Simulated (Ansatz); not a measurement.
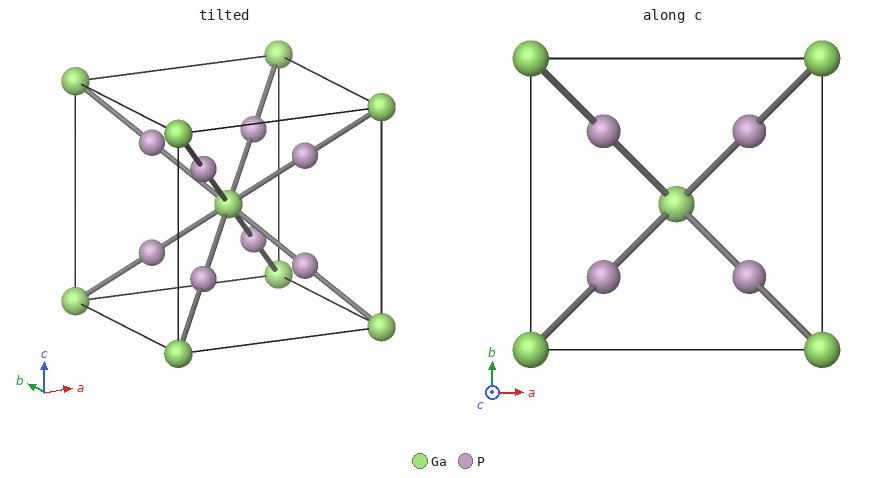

The structure above is drawn in ball-and-stick style and viewed slightly off an axis and along the c axis. Lines trace the edges of the conventional unit cell. Cell: a = 5.70 Å, b = 5.70 Å, c = 5.70 Å, α = 90.00°, β = 90.00°, γ = 90.00°.

Origin of the cell: a structure type filled with these elements by a generator (whether the compound takes this form wasn't checked). Earlier steps of the study may have refined or changed the cell and positions. A calculation with Ansatz used it as input.

**Characterise what is shown.**

Its composition is GaP₄. The space group is Im-3m (No. 229); the lattice is body-centred cubic. It has 10 atoms to the cell (2 Ga, 8 P). Ga bonds to eight P in a cubic arrangement at about 2.5 Å. Around each P lie two Ga in a linear arrangement at about 2.5 Å. The bonds build a three-dimensional framework.

Theory: Ansatz 0.2.0, DFT PBE, scalar-relativistic, plane waves, PAW. Numerical settings: a cutoff energy of 420 eV, k-points about 0.16 Å⁻¹ apart, Gaussian smearing of 0.1 eV, no spin polarisation.

**Is it conducting or gapped at this level?**

A metal: bands cross the Fermi level.

**What net charge does each kind of atom have (Bader)?**

Ga +0.78 e; P -0.19 e.

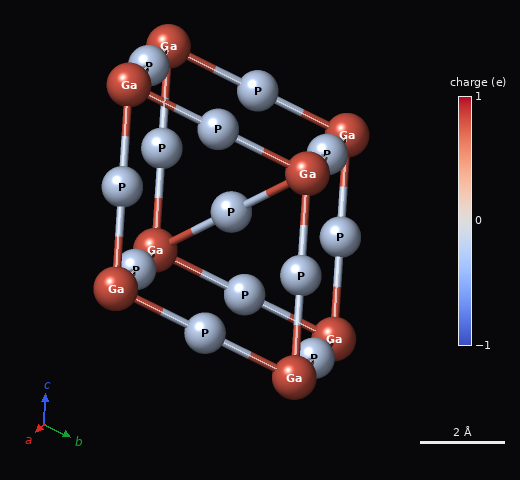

The atoms coloured by those charges. The run's cell of 5 atoms is drawn, so axes and origin can differ from the first picture.

**Does this geometry sit at a stationary point of the energy?**

Yes. All forces vanish to within 0.01 eV/Å. The pressure is 0.0 GPa, close to zero.
